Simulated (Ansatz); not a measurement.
# TaN: what the fields show

```yaml
crystal:
  lattice:
    - [2.17551, -2.17551, 0.00000]
    - [2.17551, 2.17551, 0.00000]
    - [0.00000, 0.00000, 4.41727]
  atoms:
    - { symbol: Ta, position: [0.50000, 0.50000, 0.00000] }
    - { symbol: Ta, position: [0.00000, 0.00000, 0.50000] }
    - { symbol: N, position: [0.00000, 0.00000, 0.00000] }
    - { symbol: N, position: [0.50000, 0.50000, 0.50000] }
```

Space group I4/mmm; changed on purpose from its base cell (strain -0.015 along x and y, +0.000 along z, atoms carried along); computed pressure about 11 GPa in this cell.

Theory: DFT PBE, scalar-relativistic, plane waves, PAW (Ansatz).

Core electrons are frozen (PAW), and the valence fields are smoothed inside the atomic spheres.

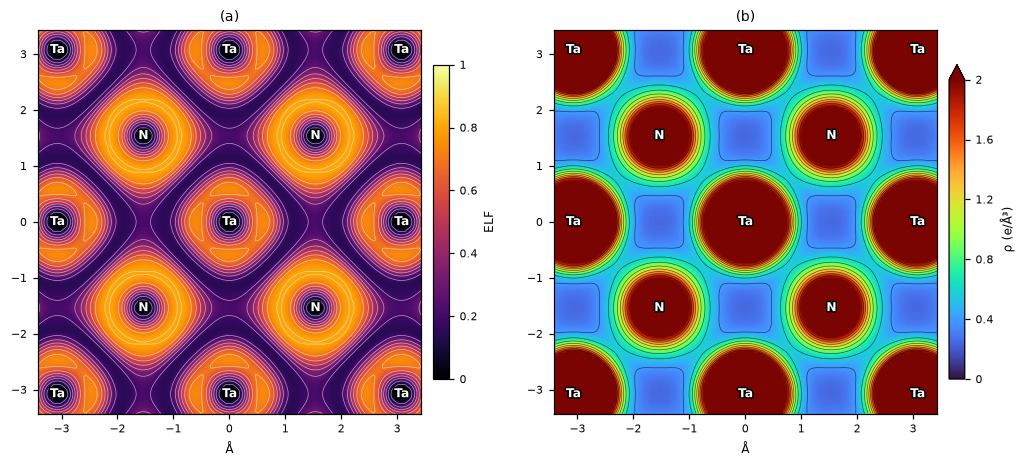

Figure 1. (a) ELF; (b) valence charge density (pseudo) on the (001) plane of the conventional cell.

### Describe what can be read from this map.

The plane passes through Ta and N nuclei. Ta–N (2.18 Å): the density is about 0.57 e/Å³ at the midpoint; the ELF peaks at about 0.80 in the valence shell of N, 0.7 Å from its nucleus, and is about 0.15 at the midpoint: no localised pair shows between them. Ta–Ta (3.08 Å): ρ at the midpoint is about 0.25 e/Å³; the ELF is about 0.20 at the midpoint: no shared electron pair shows on this line. Between the atoms the lowest density in this plane is 0.25 e/Å³. The features right at Ta lie inside the PAW spheres, where the map follows smoothed inner orbitals and isn't to be read closely.

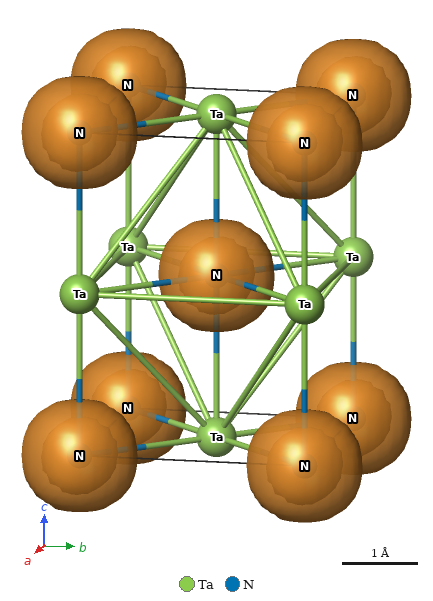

Figure 2. Isosurface of the ELF at 0.75 (orange), seen slightly off an axis. Core shells and regions of very low density are left out. Sticks mark near contacts.

### Identify the bonds, lone pairs and shells in this picture.

The ELF exceeds this value in two regions wrapped around N (the valence shell of each), counted in one cell of 4 atoms. Regions shared between cells count once.

### Does the calculation give a band gap?

It is metallic or semimetallic at this level of theory: no gap opens; semilocal functionals without U, or without the true magnetic order, often close the gap of such compounds.
